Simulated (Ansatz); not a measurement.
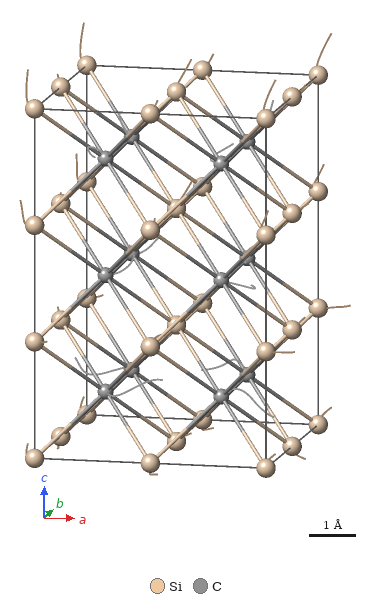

A Born-Oppenheimer molecular dynamics run of a 24-atom cell of SiC (built on the CsCl type), 60 fs long. Lines trace each atom's path, in the colour of its element; spheres stand at the starting positions. Seen slightly off an axis in the simulation cell.

Computed with Ansatz 0.2.0, DFT, r2SCAN, plane waves, PAW. Run with plane-wave cutoff 500 eV; k-point mesh 4 × 4 × 2; Fermi-Dirac smearing 0.026 eV; Langevin thermostat and barostat (NPT); set temperature 300 K; time step 1.5 fs.

Describe the motion.

Answer. In the second half of the run the atoms are, in the root-mean-square, this far from where they began (common drift taken out): C 0.83 Å, Si 0.21 Å. The run lasts only 60 fs, too short to tell vibration from diffusion. The mean temperature in the second half is 3208 K (standard deviation 346 K). That is above the set 300 K, because the structure releases potential energy faster than the thermostat removes it. The potential energy is still drifting at the end, so the run hasn't reached equilibrium. The potential energy in the second half lies on average 560 meV per atom below the first frame. The mean pressure there is 9.4 GPa. The volume ends +22.5 % from the start. The conserved quantity stays between −1 and 0.19 meV per atom of its start. A straight-line fit has a slope that amounts to −0.99 meV per atom over 60 fs (0.4 % of the mean kinetic energy), and the ripple about it is 0.1 % of the kinetic energy's fluctuation. With a drift under 2 % and a ripple under 7 %, the integration is accurate.

Limits of the set-up: the k-point mesh is coarse for a cell with partly filled bands.

The run took 5.1 min on 4 threads of AMD EPYC 9R14 (Zen 4), on a shared host, peak memory 1.6 GiB.
